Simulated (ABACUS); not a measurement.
# Energy of Ru along an even scaling of the cell

System: Ru (2 atoms in the cell).
Method: Kohn-Sham DFT of a periodic cell, SCAN, SG15 ONCV 1.2 PBE, no spin polarisation (ABACUS 3.10.1).

The 7 runs differ only in the geometry, by an even scaling of the cell at fixed fractional positions. The structure derives from an entry of the Crystallography Open Database.

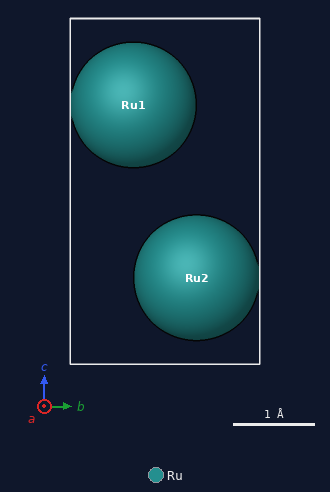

Figure 1. The structure of run 4 (spheres-only view of the cell of the calculation, along the a axis; atoms are numbered from 1 in the order of the input).

## Input file of run 4
```
INPUT_PARAMETERS
suffix              Ru
calculation         scf
basis_type          pw
pseudo_dir          ./
symmetry            1
dft_functional      scan
ecutwfc             97
pseudo_rcut         10
nspin               1
nbands              20
ks_solver           dav
smearing_method     fd
smearing_sigma      0.00367493
scf_thr             1e-08
scf_nmax            100
mixing_type         broyden
mixing_beta         0.7
cal_force           1
cal_stress          1
mixing_tau          1
kpar                4
```

## File STRU of run 4
```
ATOMIC_SPECIES
Ru 101.0700 Ru_ONCV_PBE-1.2.upf

LATTICE_CONSTANT
1.8897261246

LATTICE_VECTORS
2.7058000000 0.0000000000 0.0000000000
-1.3529000000 2.3432915376 0.0000000000
0.0000000000 0.0000000000 4.2819000000

ATOMIC_POSITIONS
Direct

Ru
0.0
2
0.6666666667 0.3333333333 0.7500000000 1 1 1
0.3333333333 0.6666666667 0.2500000000 1 1 1
```

## File KPT of run 4
```
K_POINTS
0
Gamma
7 7 4 0 0 0
```

Command:
```bash
OMP_NUM_THREADS=1 mpirun -np 4 abacus > log
```

Lattice vectors (Å) and fractional positions of run 4:
```
   2.705800    0.000000    0.000000
  -1.352900    2.343292    0.000000
   0.000000    0.000000    4.281900
Ru  0.666667  0.333333  0.750000
Ru  0.333333  0.666667  0.250000
```

Run 2 differs from it as follows:
```diff
-2.7058000000 0.0000000000 0.0000000000
--1.3529000000 2.3432915376 0.0000000000
-0.0000000000 0.0000000000 4.2819000000
+2.6692306523 0.0000000000 0.0000000000
+-1.3346153261 2.3116215535 0.0000000000
+0.0000000000 0.0000000000 4.2240293924
```

## Results, with one run withheld

```csv
run,volume per atom (Å³),"free energy per atom, from the lowest run given (meV)",pressure (GPa)
1,12.760,29.14,17.40
2,13.032,?,?
3,13.303,0.00,0.61
4,13.575,2.95,−6.24
5,13.846,18.87,−12.50
6,14.118,44.81,−18.07
7,14.389,79.66,−23.02
```

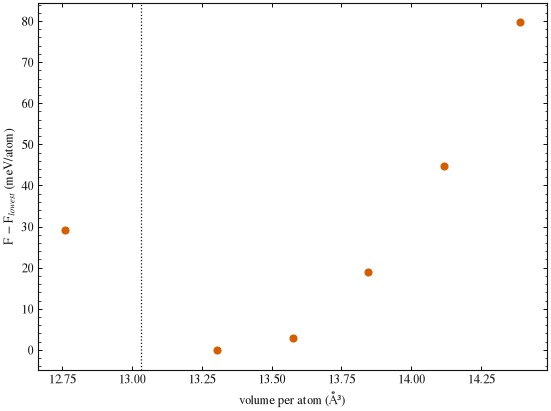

Figure 2. Free energy per atom of the runs given; the dotted line marks run 2.

Fit the runs given and predict run 2.

A cubic polynomial in V^(−2/3) (the Birch–Murnaghan form), fitted to the 6 runs given, misses them by at most 0.61 meV per atom. With x = V^(−2/3) − 0.17511 Å⁻², it reads F = 6.5379 − 5473 x + 1.063e+06 x² − 3.6042e+06 x³ (meV per atom). At run 2 it gives 7.79 meV per atom, and the run itself gives 7.66. The slope of the fit gives a pressure −dF/dV of 8.62 GPa there, and the run prints 8.50 GPa. Energies and printed pressures part between runs 3 and 4: the energies differ there by 1.9 meV per atom from what the pressures give, and by at most 0.3 in the other intervals. A smooth fit can't follow such a step, as when the grid or the electronic state changes between two volumes. The fit has its minimum at 13.347 Å³ per atom, where V d²F/dV² gives 349 GPa. Cell shape and fractional positions are held, so this is the stiffness under even scaling; the relaxed bulk modulus wasn't computed.

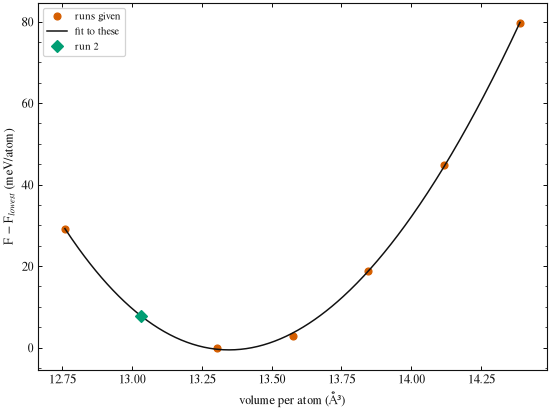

Figure 3. The fit and the withheld run.

## Some lines of the output (run 2)
```
[...]
                             Volume (A^3) = 26.0633
 E_Fermi        1.8736002251         25.4916388354
 E_Fermi        1.8357186438         24.9762334808
 E_Fermi        1.8428109409         25.0727291325
 E_Fermi        1.8380855428         25.0084367932
 E_Fermi        1.8413441911         25.0527729788
 E_Fermi        1.8414443251         25.0541353711
 E_Fermi        1.8413091043         25.0522955979
 E_KS(sigma->0) -377.1868803248      -5131.8907832613
 E_Fermi        1.8412944337         25.0520959933
 final etot is -5131.9051696 eV
 EFERMI = 25.052095993 eV
 TOTAL-PRESSURE: 84.977655 KBAR
 !FINAL_ETOT_IS -5131.9051696397445994 eV
```
